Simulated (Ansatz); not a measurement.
Ir

The calculation's input:

```
crystal:
  lattice:
    - [0.0, 2.7850764244, 2.7850764244]
    - [2.7850764244, 0.0, 2.7850764244]
    - [2.7850764244, 2.7850764244, 0.0]
  atoms:
    - { symbol: Ir, position: [0.125, 0.125, 0.125] }
    - { symbol: Ir, position: [0.875, 0.875, 0.875] }
hamiltonian:
  xc: pbe
  pseudopotentials:
    kind: paw
    azcp:
      Ir: "pseudopotentials/Ir.paw.azcp"
basis:
  ecutwfc: 420
  fft_grid_basis: typed
kpoints:
  mp_grid: { grid: [11, 11, 11], shift: [0, 0, 0] }
magnetization:
  spin_polarized: false
scf:
  occupations: { method: fermi_dirac, width: 0.1 }
  lower_state_search: "off"
output:
  stress: true
  write_density: true
  write_potential: true
  elf: true
  volumetric_format: npy
```

Run with:

```sh
ansatz run input.yaml --threads 1 --pin off --max-ram 3584MiB --backend cpu --events-out ev --progress --plain --runs-dir out
```

Below, planes, directions and counts refer to the conventional cell (a = 5.57 Å, b = 5.57 Å, c = 5.57 Å, α = 90.00°, β = 90.00°, γ = 90.00°).

Space group Fd-3m; set up as Ir, diamond; a generated structure, not necessarily the stable one; changed on purpose from its base cell (volume × 1.0); computed without spin polarisation.

Theory: DFT, PBE, plane waves (420 eV) with PAW, scalar-relativistic in Ansatz 0.2.0.

### Predict the valence pseudo-density and electron localisation function between the atoms.

Ir–Ir (2.41 Å): ρ at the midpoint is about 0.81 e/Å³; the ELF is about 0.40 at the midpoint.

### Does the calculation give a band gap?

It is metallic or semimetallic at this level of theory: no gap opens.

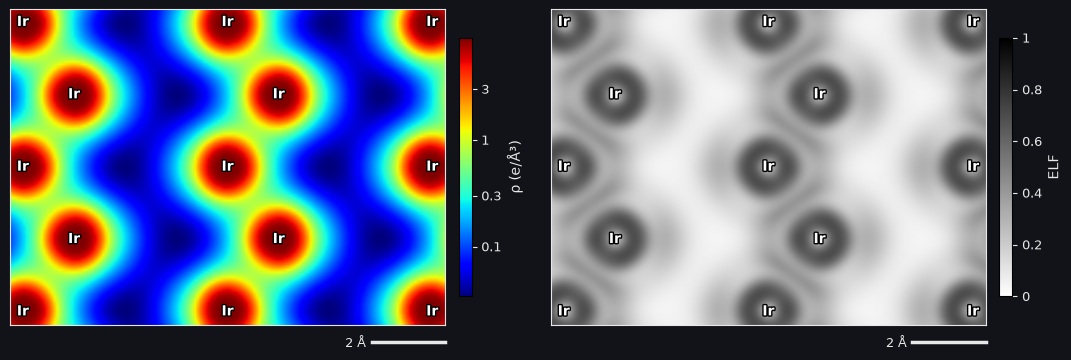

Computed valence pseudo-density and electron localisation function on the (110) plane of the conventional cell, in this order. 

The density is the valence pseudo-density of a PAW calculation; it isn't the true density close to the nuclei.
